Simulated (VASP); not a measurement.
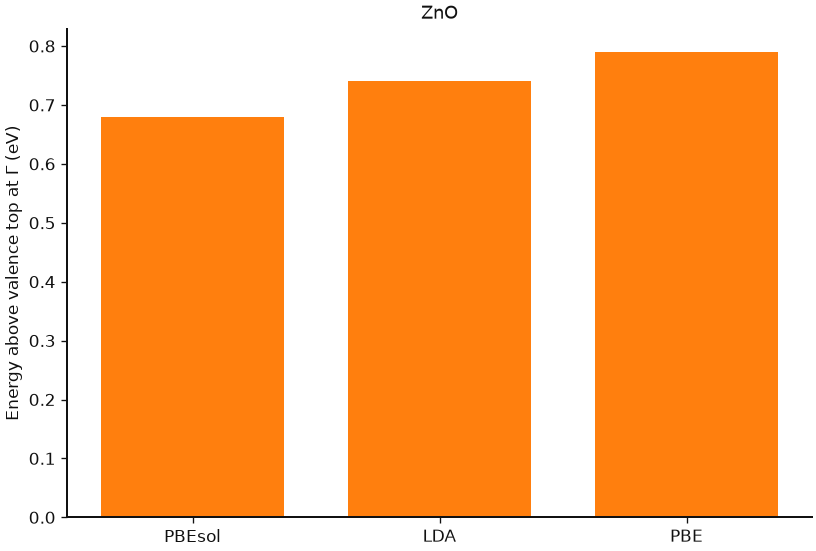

Lowest conduction level at Γ, counted from the valence-band top at Γ, by several methods on one cell of wurtzite ZnO, space group P6_3mc, 4 atoms in the cell; a = 3.249 Å, c = 5.206 Å (hexagonal axes). All runs are without spin-orbit coupling and carry no moments. The cell is at 6 GPa in PBE.

```csv
method,program,Γ (eV)
PBEsol,VASP,0.68
LDA,VASP,0.74
PBE,VASP,0.79
```

Question: One method is left out: HSE06. Predict its row. It was run as: HSE06, VASP PAW PBE potentials, release 64 (Zn, O), 6×6×4 k mesh, 520 eV cutoff, Fermi-Dirac smearing of 0.02 eV (VASP).

Answer: Exact exchange opens the gap over the semilocal values shown, the highest of which is 0.79 eV (PBE) at Γ. HSE06 gives 2.50 eV at Γ, which is +1.71 eV from PBE at Γ.

Question: How do the methods rank at Γ?

Answer: From low to high: PBEsol 0.68, LDA 0.74, PBE 0.79, HSE06 2.50 eV. Too close to rank are PBEsol against LDA (different potentials) and LDA against PBE (different potentials).

Settings. PBEsol: VASP PAW PBE potentials, release 64 (Zn, O), 8×8×5 k mesh, 520 eV cutoff, Fermi-Dirac smearing of 0.02 eV (VASP). LDA: VASP PAW LDA potentials, release 64 (Zn, O), 8×8×5 k mesh, 520 eV cutoff, Fermi-Dirac smearing of 0.02 eV (VASP). PBE: VASP PAW PBE potentials, release 64 (Zn, O), 8×8×5 k mesh, 520 eV cutoff, Fermi-Dirac smearing of 0.02 eV (VASP 6.6.1).

These are four of the 5 methods that were run on this cell. LDA, GGA and most meta-GGA functionals understate gaps. PBEsol and HSE06: the PAW data sets were made with another functional. HSE06: the k mesh is thin for exact exchange.
